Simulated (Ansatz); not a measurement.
Ge (Cmmm, No. 65): coordinates from a relaxation with DFT PBEsol, scalar-relativistic, plane waves, PAW in Ansatz; the starting structure was generated, so it need not be a known form of this composition.

```xyz
2
Lattice="3.7410 0.0000 0.0000 0.0000 3.8040 0.0000 0.0000 0.0000 2.6642" Properties=species:S:1:pos:R:3 pbc="T T T"
Ge    1.8705    1.9020    0.0000
Ge    0.0000    0.0000    0.0000
```

What will a Z-contrast image along [100] show? Simulation: incoherent imaging, intensity Z^1.7 per atom, probe width 1.10 Å, thin sample.

Answer. The columns repeat on a rectangular net of 1.90 × 2.66 Å (plane group p2mm). All columns are alike (Ge). The shortest distance between visible columns is 1.90 Å in projection. Along the beam the structure repeats every 3.74 Å.

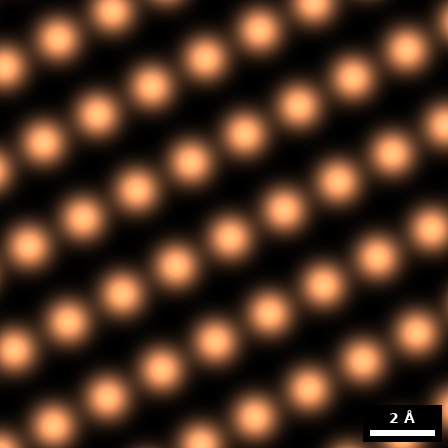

The simulated image.
